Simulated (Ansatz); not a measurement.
Consider MgO.

```
Mg O
1.0
     2.08115   -2.08115    0.00000
     2.08115    2.08115    0.00000
     0.00000    0.00000    4.23085
Mg O
2 2
Cartesian
  0.0000 0.0000 0.0000
  2.0811 0.0000 2.1154
  2.0811 0.0000 0.0000
  0.0000 0.0000 2.1154
```

Space group I4/mmm; started from the rocksalt prototype, which need not be the ambient phase; changed on purpose from its base cell (epitaxial xy strain -1.0%); computed pressure about 8 GPa in this cell.

Computed with Ansatz, DFT, PBE, plane waves, PAW.

Q: What can the converged valence pseudo-density and electron localisation function tell about the bonding?

A: Mg–O (2.08 Å): ρ at the midpoint is about 0.35 e/Å³; the ELF peaks at about 0.85 in the valence shell of O, 0.6 Å from its nucleus, and is about 0.35 at the midpoint; a closed-shell, largely ionic contact.

Q: Does the calculation give a band gap?

A: It is gapped, with a Kohn–Sham gap of 4.9 eV on the k-point mesh, an upper bound to the gap of this method.

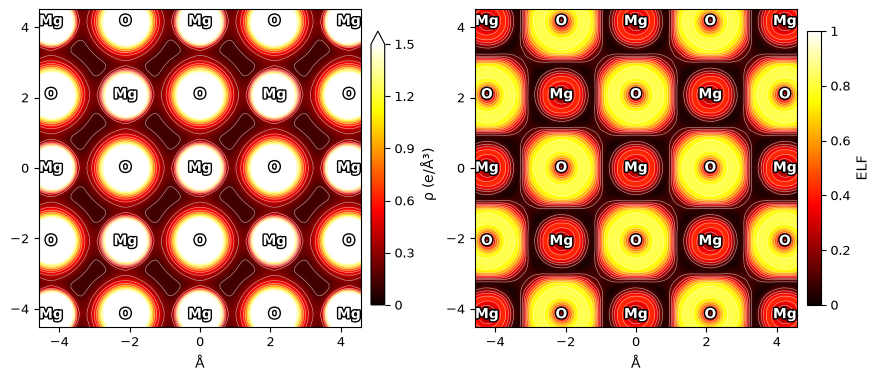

Computed valence pseudo-density and electron localisation function on the (110) plane of the conventional cell, in this order. 

In a PAW calculation such maps are meaningful between the atoms, not at the nuclei.
